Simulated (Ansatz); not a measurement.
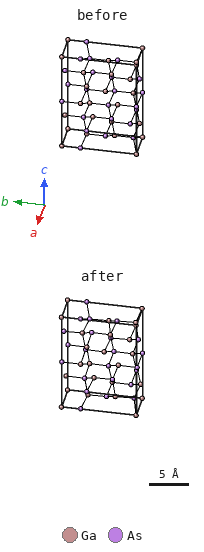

The structure of an interface cell of composition GaAs before (top) and after (bottom) a relaxation, at one scale.

A ball-and-stick model of the cell of the calculation, seen from a free direction.

Case: antiphase boundary on (2 1 1), species swapped.

These are results of Ansatz, DFT PBE, scalar-relativistic, plane waves, PAW, not measurements. Set-up: plane-wave cutoff 420 eV; k-point mesh 8 × 4 × 3; occupations gaussian; smearing width 0.05 eV; no spin polarisation; cell relaxed at fixed a, b, alpha, beta, gamma; force threshold 0.02 eV/Å; at most 45 steps.

Summarise the run.

The largest moves relative to the cell, 0.16 Å, are those of Ga atoms. Largest moves by element: Ga 0.16 Å, As 0.16 Å. Cell: a unchanged at 4.063 Å, b unchanged at 9.951 Å, c 14.073 → 14.196 Å (+0.9 %). Volume +0.9 %. Some distances before and after: As–Ga 2.488 → 2.560 Å, As–Ga 2.488 → 2.539 Å, As–As 2.488 → 2.518 Å, Ga–Ga 2.488 → 2.462 Å. Among the angles between lasting bonds that change: Ga–As–Ga 109.5° → 104.6°, Ga–As–Ga 109.5° → 114.3°, As–Ga–As 109.5° → 104.7°. After 4 accepted moves (5 points after the start) the energy has fallen by 0.235 eV per cell of the calculation. Largest force component: 0.49 eV/Å at the start, 0.0047 eV/Å at the end. Pressure: 1.19 GPa at the start and 0.52 GPa at the end. The SCF was repeated once at an unchanged geometry on a basis and grid sized afresh for the cell, which shifted the energy by 1.0 meV per cell of the calculation at most. Cost: 11 min on 4 threads of Intel(R) Xeon(R) Platinum 8259CL CPU @ 2.50GHz (Skylake/Cascade Lake) (shared host), peak memory 4.2 GiB.
